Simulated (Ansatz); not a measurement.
Structure data:

```xyz
4
Lattice="3.6605 0.0000 0.0000 0.0000 3.6605 0.0000 0.0000 0.0000 3.6605" Properties=species:S:1:pos:R:3 pbc="T T T"
Fe    0.0000    1.8303    1.8303
Fe    1.8303    1.8303    0.0000
Fe    1.8303    0.0000    1.8303
Ge    0.0000    0.0000    0.0000
```

Question: What would you see if this were drawn?

Answer: The structure is one of Fe3Ge. The structure has Pm-3m (No. 221) symmetry and a primitive cubic lattice. It adopts the structure known as Cu₃Au (L1₂) type. Counting shared atoms by their share gives 3 Fe, 1 Ge, or 4 atoms. The coordination shell of Fe holds eight Fe and four Ge in a cuboctahedral arrangement (2.59 Å to Fe, 2.59 Å to Ge). Around each Ge lie twelve Fe in a cuboctahedral arrangement at 2.59 Å. The bonds build a three-dimensional framework.

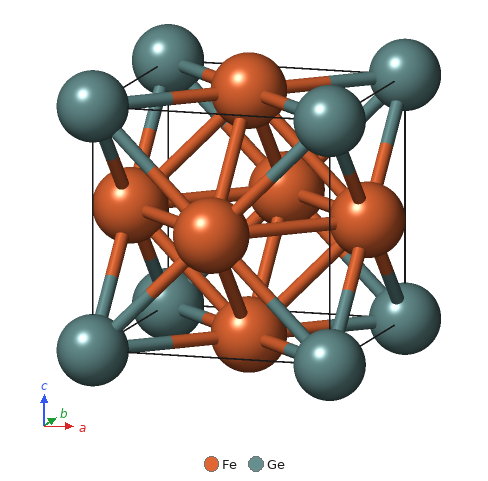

This ball-and-stick model is shown slightly off an axis. The conventional unit cell is drawn as a box. Colours: iron orange, germanium teal.

Its origin is a structure listed in the Materials Project. Earlier steps of the study may have refined or changed the cell and positions. It went into a calculation with Ansatz.
